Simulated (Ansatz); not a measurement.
# Si$_{3}$N$_{4}$: what the fields show

```yaml
crystal:
  lattice:
    - [7.60566, 0.00000, 0.00000]
    - [-3.80283, 6.58670, 0.00000]
    - [0.00000, 0.00000, 2.90565]
  atoms:
    - { symbol: Si, position: [0.23061, 0.82457, 0.75000] }
    - { symbol: Si, position: [0.40604, 0.23061, 0.25000] }
    - { symbol: Si, position: [0.82457, 0.59396, 0.25000] }
    - { symbol: Si, position: [0.17543, 0.40604, 0.75000] }
    - { symbol: Si, position: [0.59396, 0.76939, 0.75000] }
    - { symbol: Si, position: [0.76939, 0.17543, 0.25000] }
    - { symbol: N, position: [0.33333, 0.66667, 0.75000] }
    - { symbol: N, position: [0.66667, 0.33333, 0.25000] }
    - { symbol: N, position: [0.96874, 0.66968, 0.75000] }
    - { symbol: N, position: [0.29906, 0.96874, 0.25000] }
    - { symbol: N, position: [0.66968, 0.70094, 0.25000] }
    - { symbol: N, position: [0.33032, 0.29906, 0.75000] }
    - { symbol: N, position: [0.03126, 0.33032, 0.25000] }
    - { symbol: N, position: [0.70094, 0.03126, 0.75000] }
```

Space group P6₃/m; a structure from a database of computed crystals, not necessarily the ambient phase; started from the database structure prototype, which need not be the ambient phase.

Method: DFT, r2SCAN, plane waves, PAW (Ansatz 0.2.0).

Core electrons are frozen (PAW), and the valence fields are smoothed inside the atomic spheres.

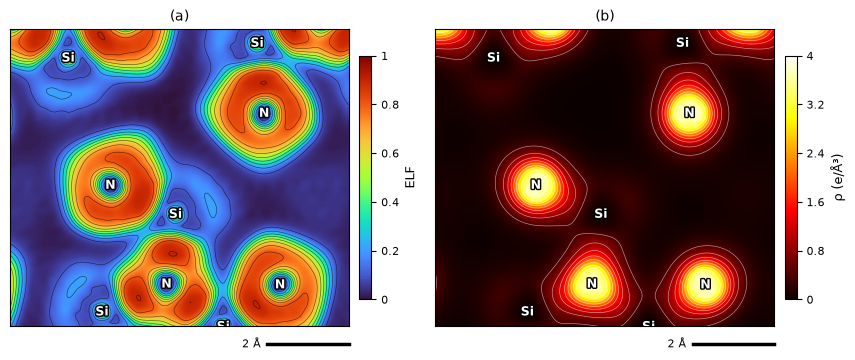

Figure 1. (a) ELF; (b) valence pseudo-density on the (001) plane of the conventional cell.

Q: Describe what can be read from this map.

A:
- The section cuts through Si and N sites.
- Si–N (1.73 Å): ρ is about 1.1 e/Å³ halfway; the ELF peaks at about 0.90 between the atoms; a shared but strongly polarised pair.
- Between the atoms the lowest density in this plane is 0.007 e/Å³.
- The ELF also peaks beside N, away from the bonds: lone-pair regions.

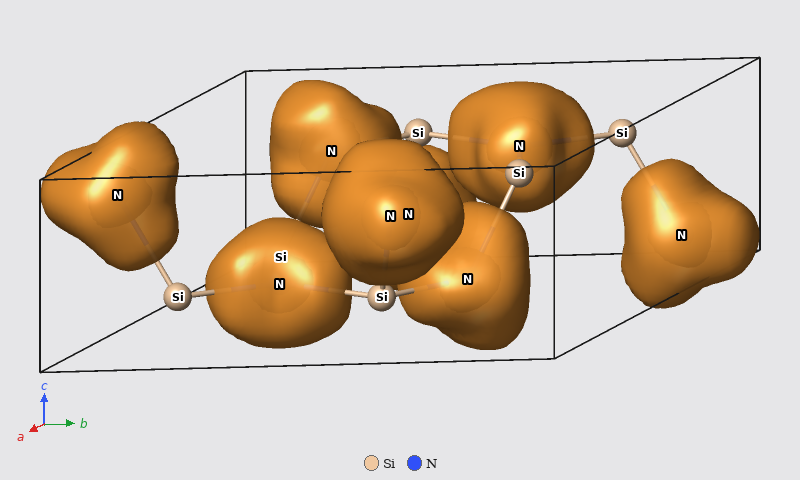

Figure 2. Isosurface of the electron localisation function at 0.7 (orange), seen slightly off an axis. Core shells and regions of very low density are left out. Sticks mark near contacts.

Q: What do the ELF domains correspond to?

A: At this value the surface marks out eight regions on N in which the atom's valence shell and bonds are merged, counted in one cell of 14 atoms. Regions shared between cells count once.

Q: Metal or insulator at this level of theory?

A: It is gapped, with a Kohn–Sham gap of 5.0 eV on the k-point mesh, an upper bound to the gap of this method.
